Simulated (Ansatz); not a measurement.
The calculation's input:

```
crystal:
  lattice:
    - [3.0132661564, 0.0, 0.0]
    - [0.0, 3.0132661564, 0.0]
    - [0.0, 0.0, 8.7963815685]
  atoms:
    - { symbol: Si, position: [0.5, 0.5, 0.3127122881] }
    - { symbol: Si, position: [0.5, 0.5, 0.6872877119] }
    - { symbol: Si, position: [0.0, 0.0, 0.1346341731] }
    - { symbol: Si, position: [0.0, 0.0, 0.8653658269] }
    - { symbol: Si, position: [0.0, 0.0, 0.5] }
    - { symbol: O, position: [0.5, 0.5, 0.0] }
basis:
  ecutwfc: 420
kpoints:
  mp_grid: { grid: [12, 12, 4] }
hamiltonian:
  xc: pbe
scf:
  occupations: { method: gaussian, width: 0.1 }
output:
  forces: true
  stress: true
  eigenvalues: true
  write_density: true
  write_potential: true
  elf: true
  volumetric_format: npy
relax:
  adjacent_minimum: "off"
  f_tol: 0.01
  max_steps: 80
  cell: { stress_tol: 0.05 }
```

Command:

```sh
ansatz run input.yaml --threads 1 --pin off --max-ram 2560MiB --backend cpu --events-out ev --progress --plain --runs-dir out
```

Below, planes, directions and counts refer to the conventional cell (a = 2.98 Å, b = 2.98 Å, c = 9.04 Å, α = 90.00°, β = 90.00°, γ = 90.00°).

The fields are those of the run's last geometry, not of the input's.

Space group P4/mmm; a structure generated by program, which may or may not match a known phase.

All numbers below come from Ansatz 0.2.0, DFT PBE, scalar-relativistic, plane waves, PAW.

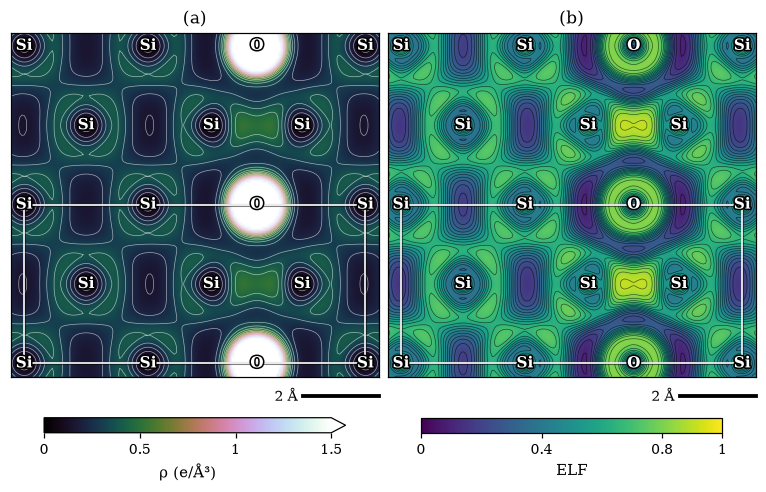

Si5O. (a) valence electron density; (b) ELF on the (11̄0) plane of the conventional cell.

The density is the valence pseudo-density of a PAW calculation; it isn't the true density close to the nuclei.

Question: Describe what can be read from this map.

Answer: The plane passes through Si and O nuclei. Si–Si (2.41 Å): the density is about 0.49 e/Å³ at the midpoint; the ELF peaks at about 0.90 between the atoms. Si–O (2.42 Å): the density is about 0.27 e/Å³ at the midpoint; the ELF is about 0.30 at the midpoint (no localised pair shows between them). Between the atoms the lowest density in this plane is 0.15 e/Å³.

Question: Does the calculation give a band gap?

Answer: It is metallic or semimetallic at this level of theory: no gap opens.
